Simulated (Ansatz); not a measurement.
**Pt8Se15: nudged elastic band (part 1 of 4)**

The run: nudged elastic band of Pt8Se15 (defect cell, 23 atoms in the cell). Method and program: DFT with PBE, PAW plane waves, no spin polarisation (Ansatz 0.2.0).

The structure derives from an entry of the Crystallography Open Database. Figures and captions count atoms from 1; the log counts them from 0 in places.

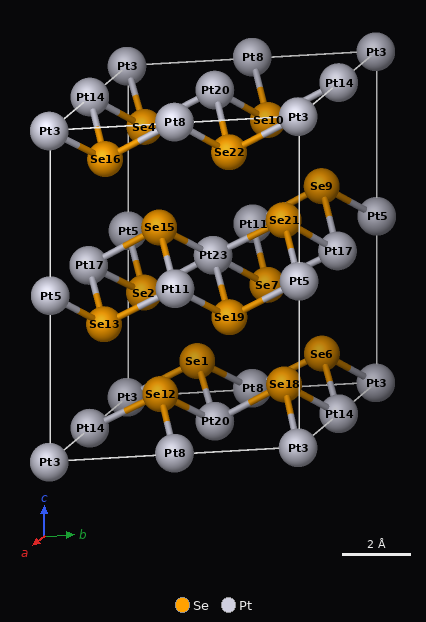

Fig. 1: The starting structure (ball-and-stick view of the cell of the calculation, seen slightly off an axis; atoms are numbered from 1 in the order of the input).

Summary:

| quantity | value |
| --- | --- |
| outcome | converged |
| barrier, forward | 1.546 eV |
| barrier, backward | 1.546 eV |
| electrons treated | 384 |
| hardware | 4 threads of Arm Neoverse V1, 24 GiB of memory available, shared host |
| wall time | 18 min (CPU time 49 min) |
| peak memory | 4.9 GiB |

Remarks:

Spin–orbit coupling is left out, which matters for Pt. The order of the saddle point was not checked.

Input:
```yaml
crystal:
  lattice:
    - [7.53016193, -4.0e-08, 0.0]
    - [-3.76508, 6.52131208, 0.0]
    - [0.0, 0.0, 10.163232]
  atoms:
    - { symbol: Se, position: [0.16459909, 0.32947848, 0.12507727] }
    - { symbol: Se, position: [0.33114253, 0.16754479, 0.37170206] }
    - { symbol: Pt, position: [0.00109692, -0.0040641, -0.00180904] }
    - { symbol: Se, position: [0.32928133, 0.16876678, 0.87165491] }
    - { symbol: Pt, position: [-0.00072102, -0.00078839, 0.50061873] }
    - { symbol: Se, position: [0.1690402, 0.83185703, 0.12675608] }
    - { symbol: Se, position: [0.3330739, 0.66388164, 0.37382926] }
    - { symbol: Pt, position: [-0.00436042, 0.49758411, 0.00244214] }
    - { symbol: Se, position: [0.16326657, 0.82891332, 0.63136504] }
    - { symbol: Se, position: [0.3314741, 0.66551746, 0.871334] }
    - { symbol: Pt, position: [-0.00315004, 0.49985442, 0.49942828] }
    - { symbol: Se, position: [0.67371003, 0.340083, 0.12474568] }
    - { symbol: Se, position: [0.83358087, 0.16395285, 0.37469552] }
    - { symbol: Pt, position: [0.49710749, 0.00171898, 0.00196151] }
    - { symbol: Se, position: [0.66513051, 0.33281054, 0.62647891] }
    - { symbol: Se, position: [0.83454433, 0.16843032, 0.87353782] }
    - { symbol: Pt, position: [0.50603358, -0.00024686, 0.4953903] }
    - { symbol: Se, position: [0.66800569, 0.83585066, 0.13111901] }
    - { symbol: Se, position: [0.83205209, 0.66708915, 0.37367375] }
    - { symbol: Pt, position: [0.50299269, 0.50591099, 0.0021495] }
    - { symbol: Se, position: [0.66787547, 0.83383804, 0.62725766] }
    - { symbol: Se, position: [0.83890789, 0.66798202, 0.87319003] }
    - { symbol: Pt, position: [0.49994708, 0.49769726, 0.50302287] }
kpoints:
  mp_grid: { grid: [2, 2, 2] }
magnetization:
  spin_polarized: false
scf:
  occupations: { method: cold, width: 0.15 }
hamiltonian:
  pseudopotentials: { kind: paw }
  xc: pbe
basis:
  ecutwfc: 420
neb:
  images: 5
  relax_end_points: true
  climbing: true
  f_tol: 0.05
  max_iterations: 40
  order_check: false
  final_atoms:
    - { symbol: Se, position: [0.16459909, 0.32947848, 0.12507727] }
    - { symbol: Se, position: [0.33114253, 0.16754479, 0.37170206] }
    - { symbol: Pt, position: [0.00109692, -0.0040641, -0.00180904] }
    - { symbol: Se, position: [0.32928133, 0.16876678, 0.87165491] }
    - { symbol: Pt, position: [-0.00072102, -0.00078839, 0.50061873] }
    - { symbol: Se, position: [0.1690402, 0.83185703, 0.12675608] }
    - { symbol: Se, position: [0.3330739, 0.66388164, 0.37382926] }
    - { symbol: Pt, position: [-0.00436042, 0.49758411, 0.00244214] }
    - { symbol: Se, position: [0.16326657, 0.82891332, 0.63136504] }
    - { symbol: Se, position: [0.16911709, 0.33226858, 0.62575945] }
    - { symbol: Pt, position: [-0.00315004, 0.49985442, 0.49942828] }
    - { symbol: Se, position: [0.67371003, 0.340083, 0.12474568] }
    - { symbol: Se, position: [0.83358087, 0.16395285, 0.37469552] }
    - { symbol: Pt, position: [0.49710749, 0.00171898, 0.00196151] }
    - { symbol: Se, position: [0.66513051, 0.33281054, 0.62647891] }
    - { symbol: Se, position: [0.83454433, 0.16843032, 0.87353782] }
    - { symbol: Pt, position: [0.50603358, -0.00024686, 0.4953903] }
    - { symbol: Se, position: [0.66800569, 0.83585066, 0.13111901] }
    - { symbol: Se, position: [0.83205209, 0.66708915, 0.37367375] }
    - { symbol: Pt, position: [0.50299269, 0.50591099, 0.0021495] }
    - { symbol: Se, position: [0.66787547, 0.83383804, 0.62725766] }
    - { symbol: Se, position: [0.83890789, 0.66798202, 0.87319003] }
    - { symbol: Pt, position: [0.49994708, 0.49769726, 0.50302287] }
```

Launch command:
```bash
ansatz run input.yaml --threads 4 --pin off --max-ram 8192MiB --backend cpu --events-out ev --progress --plain --runs-dir out
```

What the program printed:
```
Warning: neb: disabling space-group detection — the band's intermediate images generally break the endpoint symmetry, so no spatial operation reduces the k-mesh or symmetrises the density, except that a semilocal band can use its path's symmetry ahead of convergence; time reversal is kept, so that k and −k are solved as one point where they differ and the mesh holds both, and exact exchange and, on two spinor components, a DFT+U term hold to it where the run has them: on two components no moment then forms, and a state that bears one, which a typed moment (crystal.atoms[].spin; refused beside efield: under a hybrid functional) reaches, can lie lower, under hf by electronvolts; crystal.symmetry.detect: false (a key that needs symmetry detection or time reversal refuses this as the deck is read) with time_reversal: false beside it drops time reversal too
Engine: ansatz 0.2.0, aarch64-unknown-linux-gnu
Pseudopotentials: kind: paw
Pseudopotential: Se, paw, valence charge 16, recommended cutoff 420 eV (normal), Se.paw.azcp
Pseudopotential: Pt, paw, valence charge 18, recommended cutoff 420 eV (normal), Pt.paw.azcp
Functional definition: PBE
  parameter kappa = 0.804
  parameter beta = 0.06672455060314922
  exchange = pbe_x(kappa = kappa, mu = beta*pi^2/3)
  correlation = pbe_c(beta = beta)
parallel-image band execution: 4 concurrent image workers
NEB image 0
Crystal: 23 atoms, lattice volume = 499.081 Å³
Basis set: ecut = 420 eV, 9837 PW (Γ), exchange–correlation on 108×108×144 points (8 copies of the dense FFT grid, shifted against one another)
Bands: 231, of which v1, the nominal top of the filled ones, is band 192 counted from 1 (191 counted from 0)
Symmetry: 1 space group operations
k-points: 8
Non-local potential: Se, projectors of the file, l = 0: 2, l = 1: 2, l = 2: 3, l = 3: 1
Non-local potential: Pt, projectors of the file, l = 0: 3, l = 1: 2, l = 2: 2, l = 3: 1
PAW form: soft (Blöchl's): semilocal exchange-correlation on the pseudo side does not see the compensation charge
PAW one-centre angular grid: Se, 590 points (default); XC on 64 Gauss nodes
PAW one-centre angular grid: Pt, 590 points (default); XC on 64 Gauss nodes
Initial density: superposition of atomic densities (neutral atoms: chi_scale 0, normalization atom), corrected by the library's trained network
Initial wavefunctions: pseudopotential atomic-orbital guess
Functional: x = pbe(κ = 0.804, μ = 0.2195149727645171), c = pbe(β = 0.06672455060314922)
SCF iter   1: F=—  HF=-182227.704157 eV  |F-HF|=—  |Δ(HF+E_count)|=         —  Δρ=4.10e-3  dr2=2.78e-1  ethr=1.77e-3  ⟨swp⟩=5.0  Hψ=6196  notcnv=0  defer=31
preconditioner: auto → LDOS  [metal: Δε(μ)=0.067 eV  Ē_g=9.760 eV  σ=0.150 eV  W_gap=0.32  n_scr=134 (ndim 8)  ℏωp=21.7 eV  f_vac=0.062  D(μ)=10.48/eV (n_scr^D=60)  β→1.0]
SCF iter   2: F=—  HF=-182227.689496 eV  |F-HF|=—  |Δ(HF+E_count)|=   1.47e-2  S|Δr|=    0.00e0  Δρ=2.87e-3  dr2=6.91e-2  ethr=7.25e-5  ⟨swp⟩=2.0  Hψ=2638  notcnv=0  defer=86
SCF iter   3: F=—  HF=-182227.681782 eV  |F-HF|=—  |Δ(HF+E_count)|=   7.71e-3  S|Δr|=    0.00e0  Δρ=1.62e-3  dr2=4.27e-2  ethr=1.80e-5  ⟨swp⟩=2.1  Hψ=2922  notcnv=0  defer=86
SCF iter   4: F=—  HF=-182227.677550 eV  |F-HF|=—  |Δ(HF+E_count)|=   4.23e-3  S|Δr|=    0.00e0  Δρ=9.62e-4  dr2=1.21e-2  ethr=1.11e-5  ⟨swp⟩=2.0  Hψ=2157  notcnv=0  defer=86
SCF iter   5: F=—  HF=-182227.676189 eV  |F-HF|=—  |Δ(HF+E_count)|=   1.36e-3  S|Δr|=    0.00e0  Δρ=5.21e-4  dr2=2.59e-3  ethr=3.15e-6  ⟨swp⟩=2.0  Hψ=2168  notcnv=0  defer=86
SCF iter   6: F=—  HF=-182227.675895 eV  |F-HF|=—  |Δ(HF+E_count)|=   2.94e-4  S|Δr|=    0.00e0  Δρ=2.37e-4  dr2=7.32e-4  ethr=6.76e-7  ⟨swp⟩=2.0  Hψ=3056  notcnv=0  defer=86
SCF iter   7: F=—  HF=-182227.675846 eV  |F-HF|=—  |Δ(HF+E_count)|=   4.93e-5  S|Δr|=    0.00e0  Δρ=1.46e-4  dr2=2.85e-4  ethr=1.91e-7  ⟨swp⟩=2.0  Hψ=2075  notcnv=0  defer=86
SCF iter   8: F=—  HF=-182227.675839 eV  |F-HF|=—  |Δ(HF+E_count)|=   6.39e-6  S|Δr|=    0.00e0  Δρ=7.73e-5  dr2=8.45e-5  ethr=7.43e-8  ⟨swp⟩=2.0  Hψ=2132  notcnv=0  defer=86
SCF iter   9: F=—  HF=-182227.675784 eV  |F-HF|=—  |Δ(HF+E_count)|=   5.51e-5  S|Δr|=    0.00e0  Δρ=3.18e-5  dr2=1.23e-5  ethr=2.20e-8  ⟨swp⟩=2.0  Hψ=2311  notcnv=0  defer=67
SCF iter  10: F=—  HF=-182227.675784 eV  |F-HF|=—  |Δ(HF+E_count)|=   6.88e-7  S|Δr|=    0.00e0  Δρ=1.12e-5  dr2=1.04e-6  ethr=3.21e-9  ⟨swp⟩=2.0  Hψ=2213  notcnv=0  defer=67
SCF iter  11: F=—  HF=-182227.675784 eV  |F-HF|=—  |Δ(HF+E_count)|=   5.39e-8  S|Δr|=    0.00e0  Δρ=5.14e-6  dr2=2.08e-7  ethr=2.72e-10  ⟨swp⟩=2.0  Hψ=2285  notcnv=0  defer=67
SCF iter  12: F=-182227.675784 eV  HF=-182227.675784 eV  |F-HF|=3.02e-8  |Δ(HF+E_count)|=   4.05e-9  S|Δr|=    0.00e0  Δρ=2.37e-6  dr2=4.47e-8  ethr=2.60e-11  ⟨swp⟩=4.0  Hψ=5298  notcnv=0
SCF 1 converged in 12 iterations: F = -182227.675784 eV  dr2 = 4.47e-8
  greatest PAW one-centre occupation: 1.000 electrons in one spin orbital (limit 2), on the Pt atom at site 7 (counted from 0), in its partial waves of l = 0
NSCF: frozen V_eff on 8 k-points
NEB image 6
SCF iter   1: F=—  HF=-182227.705570 eV  |F-HF|=—  |Δ(HF+E_count)|=         —  Δρ=3.90e-3  dr2=2.26e-1  ethr=1.77e-3  ⟨swp⟩=5.0  Hψ=6211  notcnv=0  defer=27
preconditioner: auto → LDOS  [metal: Δε(μ)=0.056 eV  Ē_g=9.773 eV  σ=0.150 eV  W_gap=0.27  n_scr=134 (ndim 8)  ℏωp=21.7 eV  f_vac=0.064  D(μ)=10.60/eV (n_scr^D=60)  β→1.0]
SCF iter   2: F=—  HF=-182227.695350 eV  |F-HF|=—  |Δ(HF+E_count)|=   1.02e-2  S|Δr|=    0.00e0  Δρ=2.68e-3  dr2=5.89e-2  ethr=5.87e-5  ⟨swp⟩=2.0  Hψ=2653  notcnv=0  defer=73
SCF iter   3: F=—  HF=-182227.688688 eV  |F-HF|=—  |Δ(HF+E_count)|=   6.66e-3  S|Δr|=    0.00e0  Δρ=1.48e-3  dr2=3.45e-2  ethr=1.53e-5  ⟨swp⟩=2.0  Hψ=2957  notcnv=0  defer=73
SCF iter   4: F=—  HF=-182227.684928 eV  |F-HF|=—  |Δ(HF+E_count)|=   3.76e-3  S|Δr|=    0.00e0  Δρ=8.24e-4  dr2=9.58e-3  ethr=8.98e-6  ⟨swp⟩=2.0  Hψ=2127  notcnv=0  defer=73
SCF iter   5: F=—  HF=-182227.683723 eV  |F-HF|=—  |Δ(HF+E_count)|=   1.20e-3  S|Δr|=    0.00e0  Δρ=3.50e-4  dr2=1.28e-3  ethr=2.49e-6  ⟨swp⟩=2.0  Hψ=2087  notcnv=0  defer=73
SCF iter   6: F=—  HF=-182227.683577 eV  |F-HF|=—  |Δ(HF+E_count)|=   1.46e-4  S|Δr|=    0.00e0  Δρ=1.65e-4  dr2=3.78e-4  ethr=3.33e-7  ⟨swp⟩=2.0  Hψ=2213  notcnv=0  defer=73
SCF iter   7: F=—  HF=-182227.683528 eV  |F-HF|=—  |Δ(HF+E_count)|=   4.92e-5  S|Δr|=    0.00e0  Δρ=9.97e-5  dr2=1.38e-4  ethr=9.84e-8  ⟨swp⟩=2.0  Hψ=2207  notcnv=0  defer=73
SCF iter   8: F=—  HF=-182227.683507 eV  |F-HF|=—  |Δ(HF+E_count)|=   2.14e-5  S|Δr|=    0.00e0  Δρ=5.02e-5  dr2=3.35e-5  ethr=3.59e-8  ⟨swp⟩=2.0  Hψ=2236  notcnv=0  defer=73
SCF iter   9: F=—  HF=-182227.683454 eV  |F-HF|=—  |Δ(HF+E_count)|=   5.32e-5  S|Δr|=    0.00e0  Δρ=1.76e-5  dr2=3.36e-6  ethr=8.72e-9  ⟨swp⟩=2.0  Hψ=2290  notcnv=0  defer=70
SCF iter  10: F=—  HF=-182227.683453 eV  |F-HF|=—  |Δ(HF+E_count)|=   1.22e-7  S|Δr|=    0.00e0  Δρ=6.61e-6  dr2=3.31e-7  ethr=8.75e-10  ⟨swp⟩=2.0  Hψ=2241  notcnv=0  defer=70
SCF iter  11: F=-182227.683454 eV  HF=-182227.683454 eV  |F-HF|=1.85e-8  |Δ(HF+E_count)|=   4.79e-8  S|Δr|=    0.00e0  Δρ=2.94e-6  dr2=5.15e-8  ethr=2.60e-11  ⟨swp⟩=4.0  Hψ=5461  notcnv=0
SCF 2 converged in 11 iterations: F = -182227.683454 eV  dr2 = 5.15e-8
[... from here on the iterations of each SCF are left out, up to the last one ...]
NSCF: frozen V_eff on 8 k-points
NEB end point (image 0): max|allowed force component| = 9.291e-1 eV/Å (the criterion of neb.relax_end_points is 1.000e-2)
NEB end point (image 6): max|allowed force component| = 9.175e-1 eV/Å (the criterion of neb.relax_end_points is 1.000e-2)
NEB image 0, for its relaxation
Initial density: handed on by an earlier stage of this run
Initial wavefunctions: those handed on with the density
preconditioner: auto → LDOS  [metal: Δε(μ)=0.062 eV  Ē_g=9.758 eV  σ=0.150 eV  W_gap=0.29  n_scr=134 (ndim 8)  ℏωp=21.7 eV  f_vac=0.061  D(μ)=11.60/eV (n_scr^D=72)  β→1.0]
SCF 3 converged in 2 iterations: F = -182227.675784 eV  dr2 = 2.66e-8
NEB image 0, for its relaxation
preconditioner: auto → LDOS  [metal: Δε(μ)=0.005 eV  Ē_g=9.818 eV  σ=0.150 eV  W_gap=0.02  n_scr=134 (ndim 8)  ℏωp=21.7 eV  f_vac=0.066  D(μ)=12.31/eV (n_scr^D=96)  β→1.0]
SCF 4 converged in 12 iterations: F = -182227.646679 eV  dr2 = 2.95e-8
NEB image 0, for its relaxation
preconditioner: auto → LDOS  [metal: Δε(μ)=0.070 eV  Ē_g=9.788 eV  σ=0.150 eV  W_gap=0.33  n_scr=134 (ndim 8)  ℏωp=21.7 eV  f_vac=0.062  D(μ)=12.17/eV (n_scr^D=96)  β→1.0]
SCF 5 converged in 12 iterations: F = -182227.907396 eV  dr2 = 3.94e-8
NEB image 0, for its relaxation
preconditioner: auto → LDOS  [metal: Δε(μ)=0.077 eV  Ē_g=9.787 eV  σ=0.150 eV  W_gap=0.36  n_scr=134 (ndim 8)  ℏωp=21.7 eV  f_vac=0.062  D(μ)=11.85/eV (n_scr^D=72)  β→1.0]
SCF 6 converged in 8 iterations: F = -182227.908840 eV  dr2 = 2.87e-8
NEB image 0, for its relaxation
preconditioner: auto → LDOS  [metal: Δε(μ)=0.080 eV  Ē_g=9.787 eV  σ=0.150 eV  W_gap=0.37  n_scr=134 (ndim 8)  ℏωp=21.7 eV  f_vac=0.062  D(μ)=11.73/eV (n_scr^D=72)  β→1.0]
SCF 7 converged in 6 iterations: F = -182227.908924 eV  dr2 = 5.43e-8
NEB image 0
preconditioner: auto → LDOS  [metal: Δε(μ)=0.080 eV  Ē_g=9.783 eV  σ=0.150 eV  W_gap=0.37  n_scr=134 (ndim 8)  ℏωp=21.7 eV  f_vac=0.062  D(μ)=11.73/eV (n_scr^D=72)  β→1.0]
SCF 8 converged in 2 iterations: F = -182227.908924 eV  dr2 = 3.27e-8
NSCF: frozen V_eff on 8 k-points
NEB end point (image 0): relaxed in 40 SCF iterations, 0.233140 eV lower, largest move of an atom 0.083 Å; not tested for a saddle point
NEB image 6, for its relaxation
preconditioner: auto → LDOS  [metal: Δε(μ)=0.011 eV  Ē_g=9.782 eV  σ=0.150 eV  W_gap=0.05  n_scr=134 (ndim 8)  ℏωp=21.7 eV  f_vac=0.062  D(μ)=11.32/eV (n_scr^D=72)  β→1.0]
SCF 9 converged in 2 iterations: F = -182227.683454 eV  dr2 = 3.24e-8
NEB image 6, for its relaxation
preconditioner: auto → LDOS  [metal: Δε(μ)=0.046 eV  Ē_g=9.801 eV  σ=0.150 eV  W_gap=0.22  n_scr=134 (ndim 8)  ℏωp=21.7 eV  f_vac=0.065  D(μ)=11.81/eV (n_scr^D=72)  β→1.0]
SCF 10 converged in 12 iterations: F = -182227.752518 eV  dr2 = 7.31e-8
NEB image 6, for its relaxation
preconditioner: auto → LDOS  [metal: Δε(μ)=0.075 eV  Ē_g=9.781 eV  σ=0.150 eV  W_gap=0.35  n_scr=134 (ndim 8)  ℏωp=21.7 eV  f_vac=0.062  D(μ)=11.70/eV (n_scr^D=72)  β→1.0]
SCF 11 converged in 12 iterations: F = -182227.904975 eV  dr2 = 2.06e-8
NEB image 6, for its relaxation
preconditioner: auto → LDOS  [metal: Δε(μ)=0.076 eV  Ē_g=9.785 eV  σ=0.150 eV  W_gap=0.36  n_scr=134 (ndim 8)  ℏωp=21.7 eV  f_vac=0.062  D(μ)=11.67/eV (n_scr^D=72)  β→1.0]
SCF 12 converged in 8 iterations: F = -182227.908826 eV  dr2 = 6.00e-8
NEB image 6, for its relaxation
preconditioner: auto → LDOS  [metal: Δε(μ)=0.079 eV  Ē_g=9.785 eV  σ=0.150 eV  W_gap=0.37  n_scr=134 (ndim 8)  ℏωp=21.7 eV  f_vac=0.062  D(μ)=11.71/eV (n_scr^D=72)  β→1.0]
SCF 13 converged in 7 iterations: F = -182227.908921 eV  dr2 = 2.66e-8
NEB image 6
preconditioner: auto → LDOS  [metal: Δε(μ)=0.079 eV  Ē_g=9.783 eV  σ=0.150 eV  W_gap=0.37  n_scr=134 (ndim 8)  ℏωp=21.7 eV  f_vac=0.062  D(μ)=11.71/eV (n_scr^D=72)  β→1.0]
SCF 14 converged in 2 iterations: F = -182227.908921 eV  dr2 = 1.22e-8
NSCF: frozen V_eff on 8 k-points
NEB end point (image 6): relaxed in 41 SCF iterations, 0.225467 eV lower, largest move of an atom 0.105 Å; not tested for a saddle point
NEB image 1
preconditioner: auto → LDOS  [metal: Δε(μ)=0.094 eV  Ē_g=9.723 eV  σ=0.150 eV  W_gap=0.32  n_scr=134 (ndim 8)  ℏωp=21.7 eV  f_vac=0.054  D(μ)=8.45/eV (n_scr^D=40)  β→1.0]
SCF 15 converged in 12 iterations: F = -182227.291009 eV  dr2 = 2.08e-8
NEB image 2
preconditioner: auto → LDOS  [metal: Δε(μ)=0.077 eV  Ē_g=9.655 eV  σ=0.150 eV  W_gap=0.32  n_scr=134 (ndim 8)  ℏωp=21.7 eV  f_vac=0.047  D(μ)=8.42/eV (n_scr^D=40)  β→1.0]
SCF 16 converged in 11 iterations: F = -182226.420436 eV  dr2 = 3.22e-8
NEB image 3
preconditioner: auto → LDOS  [metal: Δε(μ)=0.025 eV  Ē_g=9.628 eV  σ=0.150 eV  W_gap=0.11  n_scr=134 (ndim 8)  ℏωp=21.7 eV  f_vac=0.045  D(μ)=10.15/eV (n_scr^D=54)  β→1.0]
SCF 17 converged in 11 iterations: F = -182225.925630 eV  dr2 = 3.02e-8
NEB image 4
SCF 18 converged in 11 iterations: F = -182226.419977 eV  dr2 = 3.11e-8
NEB image 5
preconditioner: auto → LDOS  [metal: Δε(μ)=0.095 eV  Ē_g=9.723 eV  σ=0.150 eV  W_gap=0.32  n_scr=134 (ndim 8)  ℏωp=21.7 eV  f_vac=0.054  D(μ)=8.45/eV (n_scr^D=40)  β→1.0]
SCF 19 converged in 12 iterations: F = -182227.290521 eV  dr2 = 2.04e-8
NEB iter   1: max|band force component| = 8.493e-1 eV/Å  barrier→ = 1.9833 eV  barrier← = 1.9833 eV  Δτ_max = 0.2000 Å  (84 SCF iters)
NEB image 1
preconditioner: auto → LDOS  [metal: Δε(μ)=0.009 eV  Ē_g=9.770 eV  σ=0.150 eV  W_gap=0.04  n_scr=134 (ndim 8)  ℏωp=21.7 eV  f_vac=0.064  D(μ)=10.29/eV (n_scr^D=60)  β→1.0]
SCF 20 converged in 12 iterations: F = -182227.476347 eV  dr2 = 4.55e-8
NEB image 2
preconditioner: auto → LDOS  [metal: Δε(μ)=0.117 eV  Ē_g=9.718 eV  σ=0.150 eV  W_gap=0.36  n_scr=134 (ndim 8)  ℏωp=21.7 eV  f_vac=0.057  D(μ)=6.56/eV (n_scr^D=22)  β→1.0]
SCF 21 converged in 12 iterations: F = -182226.809211 eV  dr2 = 1.95e-8
NEB image 3
preconditioner: auto → LDOS  [metal: Δε(μ)=0.080 eV  Ē_g=9.665 eV  σ=0.150 eV  W_gap=0.37  n_scr=134 (ndim 8)  ℏωp=21.7 eV  f_vac=0.056  D(μ)=4.82/eV (n_scr^D=22)  β→1.0]
SCF 22 converged in 11 iterations: F = -182226.212818 eV  dr2 = 1.56e-8
NEB image 4
preconditioner: auto → LDOS  [metal: Δε(μ)=0.118 eV  Ē_g=9.718 eV  σ=0.150 eV  W_gap=0.36  n_scr=134 (ndim 8)  ℏωp=21.7 eV  f_vac=0.057  D(μ)=6.56/eV (n_scr^D=22)  β→1.0]
SCF 23 converged in 12 iterations: F = -182226.808726 eV  dr2 = 1.95e-8
NEB image 5
preconditioner: auto → LDOS  [metal: Δε(μ)=0.010 eV  Ē_g=9.770 eV  σ=0.150 eV  W_gap=0.04  n_scr=134 (ndim 8)  ℏωp=21.7 eV  f_vac=0.064  D(μ)=10.29/eV (n_scr^D=60)  β→1.0]
SCF 24 converged in 12 iterations: F = -182227.476025 eV  dr2 = 4.64e-8
NEB iter   2: max|band force component| = 7.619e-1 eV/Å  barrier→ = 1.6961 eV  barrier← = 1.6961 eV  Δτ_max = 0.0979 Å  (59 SCF iters)
[... from here on the SCF iterations and repeated set-up lines of each step are left out, up to the last step ...]
NEB image 1
SCF 25 converged in 10 iterations: F = -182227.534121 eV  dr2 = 9.30e-8
NEB image 2
SCF 26 converged in 10 iterations: F = -182226.897671 eV  dr2 = 4.04e-8
NEB image 3
SCF 27 converged in 10 iterations: F = -182226.332546 eV  dr2 = 2.06e-8
NEB image 4
SCF 28 converged in 10 iterations: F = -182226.897594 eV  dr2 = 4.13e-8
```
